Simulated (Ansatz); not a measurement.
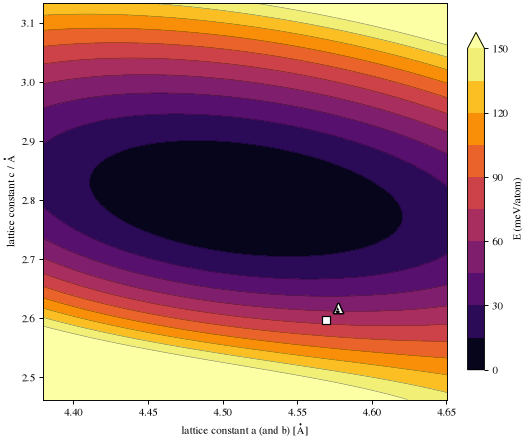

Ti (P6/mmm, No. 191; 3 atoms in the cell). The energy is mapped over the lattice constants a and c of the conventional cell. Coordinates scanned: (1) lattice constant a (and b); (2) lattice constant c. Nothing is relaxed (symmetry fixes all fractional coordinates). The grid has 11 × 11 points. Points are written as (first, second). Energies are in meV/atom, from the lowest grid point. Method: DFT PBEsol, scalar-relativistic, plane waves, PAW in Ansatz. Settings: cutoff 520 eV, k-mesh 12×12×14 in the order of the run's cell vectors, gaussian smearing 0.15 eV, no spin polarisation.

The picture shows filled contours, one colour for all values above the top of the scale, the point A. Between grid points the surface is interpolated.

Which way does the force act at A, and how strong is it?

A, at (4.569 Å, 2.597 Å), is not a stationary point. The computed force is 81 meV/atom for each Å towards larger values of lattice constant a (and b) and 690 meV/atom for each Å towards larger values of lattice constant c.

PAW datasets: the set soft_1.
